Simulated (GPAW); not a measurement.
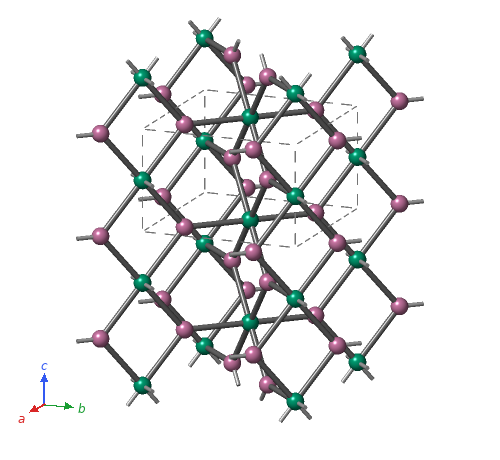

A cut-out of a periodic net derived from a crystal structure. Nodes are coloured by topological kind. Edges to nodes outside the piece are drawn as stubs.

> Classify the net: periodicity, connectivity, name.

A binodal (3,6)-connected, three-periodic net. It is the rtl net, known from rutile.

> Give point symbol and coordination sequence of each kind of node.

3-connected node: 4.6^2, sequence 3, 14, 19, 62, 51, 144; 6-connected node: 4^2.6^10.8^3, sequence 6, 10, 38, 34, 102, 74.

Origin of the net. System TiO₂ (space group P4_2/mnm, No. 136); source of the atomic positions: a cell listed in the Materials Project, as set up for an electronic-structure calculation. Bonds are taken as O–Ti below 2.2 Å. Atoms with one bond or none are removed and atoms with two bonds are replaced by edges, until no such atom is left. O is a 3-connected node; Ti is a 6-connected node, in the ratio 2:1.
